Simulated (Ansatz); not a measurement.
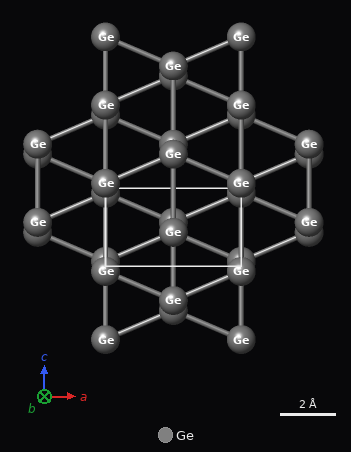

Solid Ge (set up in Imma), before the relaxation. Style: ball-and-stick. Shown: the conventional cell (2 times the calculation's cell), repeated 1 × 1 × 2 with one cell outlined, along the b axis. Lengths and directions refer to the drawn axes.

Method: DFT r2SCAN, scalar-relativistic, plane waves, PAW in Ansatz.

Input
```yaml
crystal:
  lattice:
    - [-2.495898, 2.650863, 1.436947]
    - [2.495898, -2.650863, 1.436947]
    - [2.495898, 2.650863, -1.436947]
  atoms:
    - { symbol: Ge, position: [0.185943, 0.935943, 0.25] }
    - { symbol: Ge, position: [0.814057, 0.064057, 0.75] }
basis:
  ecutwfc: 500
kpoints:
  mp_grid: { grid: [16, 16, 16] }
hamiltonian:
  xc: r2scan
scf:
  occupations: { method: gaussian, width: 0.1 }
output:
  forces: true
  stress: true
  eigenvalues: true
relax:
  adjacent_minimum: "off"
  f_tol: 0.005
  max_steps: 80
  cell: { stress_tol: 0.05 }
```

Launched with:
```bash
ansatz run input.yaml --threads 2 --pin off --max-ram 5120MiB --backend cpu --events-out ev --progress --plain --runs-dir out
```

Question: Predict the outcome.

Answer: The largest moves relative to the cell, 0.17 Å, are those of Ge1 and Ge2. Ge1 goes along −c. The drawn cell changes as follows: a 4.992 → 5.148 Å (+3.1 %), b 5.302 → 5.146 Å (−2.9 %), c 2.874 → 2.819 Å (−1.9 %); the volume changes by −1.8 %. Among the contacts that change: Ge1–Ge1 2.874 → 2.819 Å, Ge1–Ge2 2.715 → 2.668 Å, Ge1–Ge2 (another image) 2.676 → 2.668 Å. Bond angles that change, for instance: Ge2–Ge1–Ge2 133.6° → 149.4°, Ge2–Ge1–Ge2 164.2° → 149.3°, Ge1–Ge1–Ge2 66.8° → 74.7°. The space group (tolerance 0.01 Å) goes from Imma (No. 74) to I4_1/amd (No. 141). After 5 accepted moves (6 points after the start) the energy has fallen by 29.5 meV per cell of the calculation. The largest force component goes from 0.078 to 0.00035 eV/Å. Pressure: −1.36 GPa at the start and −0.01 GPa at the end. The SCF was repeated once at an unchanged geometry on a basis and grid sized afresh for the cell, which shifted the energy by 0.1 meV per cell of the calculation at most.

The end point in the same view:

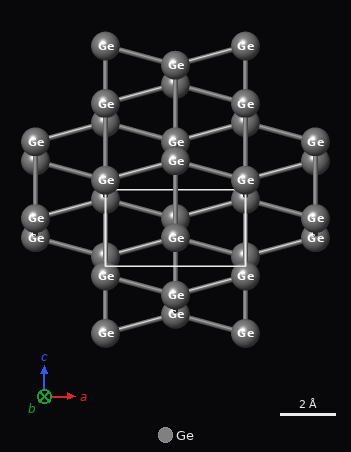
